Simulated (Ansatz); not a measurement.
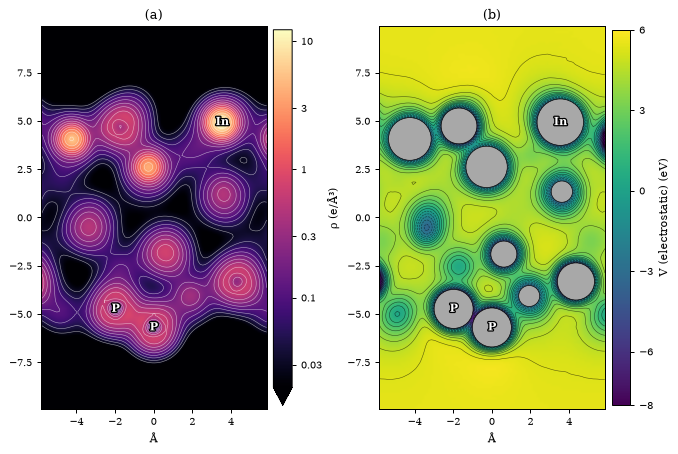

In$_{9}$P$_{10}$ (slab). (a) valence pseudo-density; (b) electrostatic potential energy of an electron on the (110) plane of the calculation cell, a cut from vacuum to vacuum. Grey discs cover the atomic cores in the potential map.

Computed without spin polarisation.

Method: DFT PBEsol, scalar-relativistic, plane waves, PAW (Ansatz).

In a PAW calculation such maps are meaningful between the atoms, not at the nuclei.

**What do the fields say about this system?**

Atoms in the plane: P and In.
Atoms just off the plane (In, 0.5 Å away and P, 0.3 Å away) can leave unmarked features too.
P–P (2.20 Å): the density is about 0.74 e/Å³ at the midpoint.
The density dies away to nearly zero in the vacuum.
Outside the cores the potential energy rises away from the atoms and is highest in the vacuum; its zero is arbitrary.

**Metal or insulator at this level of theory?**

It is metallic or semimetallic at this level of theory: no gap opens.
